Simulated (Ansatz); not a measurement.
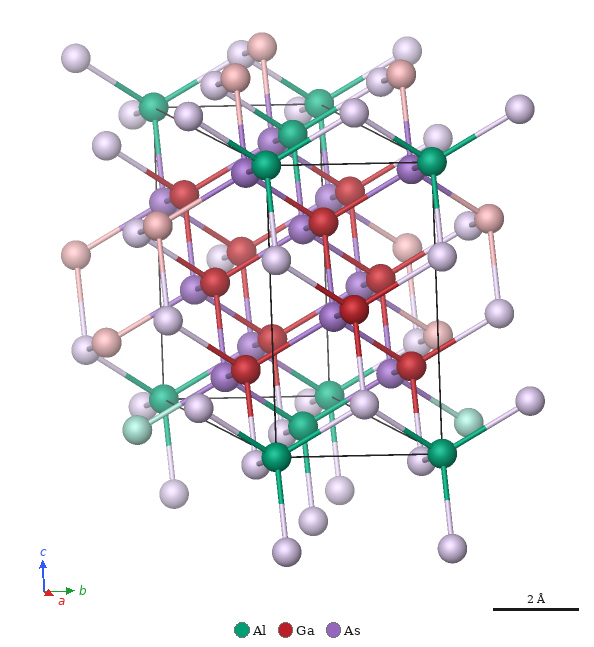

Structure drawing (ball-and-stick), viewed slightly off an axis. The edges of the conventional unit cell are marked. Bonds that leave the box are completed with the atoms at their other ends, in fainter colours.

AlGa3As4, space group Cm (No. 8), a = 13.297 Å, b = 4.013 Å, c = 6.941 Å, α = 90.00°, β = 100.07°, γ = 90.00°. The cell started as a structure type filled with these elements by a generator (whether the compound takes this form wasn't checked). Earlier steps of the study, as a rule a relaxation of our own, may have changed the cell and positions, so they can lie some per cent off the listed ones. Ansatz was used for an electronic-structure calculation on it.

This one geometry was computed with Ansatz (DFT, plane waves, PAW) at five levels of theory: r2SCAN, PBE with spin-orbit coupling, PBE, HSE06 and PBE0. It was relaxed beforehand with r2SCAN.

### Which level gives the highest pressure at this volume, and what does that say about its equilibrium volume?

Highest: PBE with spin-orbit coupling (2.5 GPa) and PBE (2.5 GPa), which points to the largest equilibrium volume. Lowest, with the smallest volume: r2SCAN (0.0 GPa), HSE06 (0.5 GPa) and PBE0 (0.3 GPa). Levels within 0.5 GPa of each other can't be told apart.

### How does the band gap change with the level of theory?

PBE with spin-orbit coupling: a gap of 0.63 eV, direct; PBE: a gap of 0.74 eV, direct; r2SCAN: a gap of 1.22 eV, direct; HSE06: a gap of 1.61 eV, direct; PBE0: a gap of 2.22 eV, direct.

### Collect the results in a table.

| level | cutoff (eV) | k-mesh of the run's cell | gap (eV) | pressure (GPa) |
| --- | --- | --- | --- | --- |
| r2SCAN | 500 | 6×6×4 | 1.22 | 0.0 |
| PBE with spin-orbit coupling | 420 | 6×6×4 | 0.63 | 2.5 |
| PBE | 420 | 6×6×4 | 0.74 | 2.5 |
| HSE06 | 420 | 4×4×2 | 1.61 | 0.5 |
| PBE0 | 420 | 4×4×2 | 2.22 | 0.3 |

Gaps are taken on the k-mesh or band path of each run.
